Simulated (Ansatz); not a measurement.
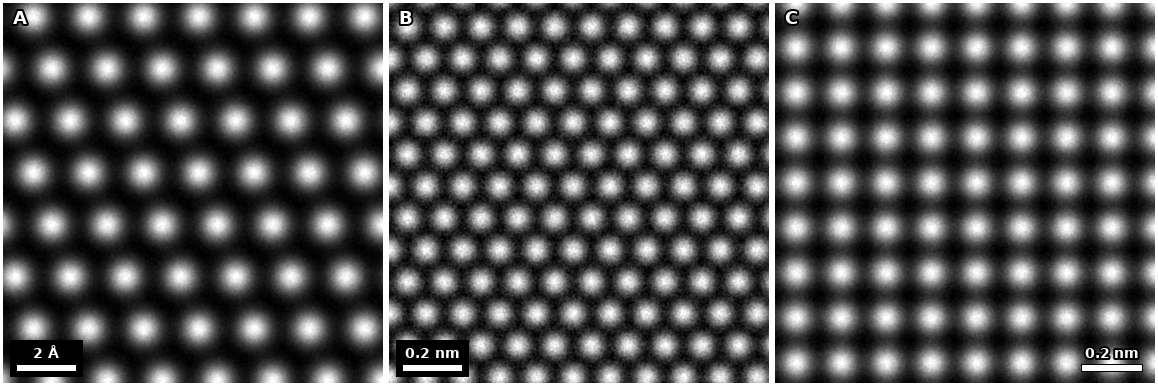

Three views of C (Fm-3m, No. 225) along different zone axes. Simulated as the projected potential of neutral atoms (B = 0.5 Å²) blurred by a 0.59 Å probe, the thin-sample limit of integrated differential phase contrast. Shot noise was added. Model: coordinates from a relaxation with DFT PBE, scalar-relativistic, plane waves, PAW (Ansatz); the starting structure was generated, so it need not be a known form of this composition.

```cif
data_structure
_symmetry_space_group_name_H-M 'Fm-3m'
_symmetry_Int_Tables_number 225
_cell_length_a 3.0831
_cell_length_b 3.0831
_cell_length_c 3.0831
_cell_angle_alpha 90.000
_cell_angle_beta 90.000
_cell_angle_gamma 90.000
_cell_volume 29.31
loop_
_atom_site_label
_atom_site_type_symbol
_atom_site_symmetry_multiplicity
_atom_site_Wyckoff_symbol
_atom_site_fract_x
_atom_site_fract_y
_atom_site_fract_z
_atom_site_occupancy
C1 C 4 a 0.00000 0.00000 0.00000 1
```

Question: Match the panels to the zone axes [001], [110] and [111].

Answer: A is [110]: projected cell 1.89 × 1.89 Å, 109°, plane group c2mm. B is [111]: projected cell 1.26 × 1.26 Å, 120°, plane group p6mm. C is [001]: projected cell 1.54 × 1.54 Å, 90°, plane group p4mm.
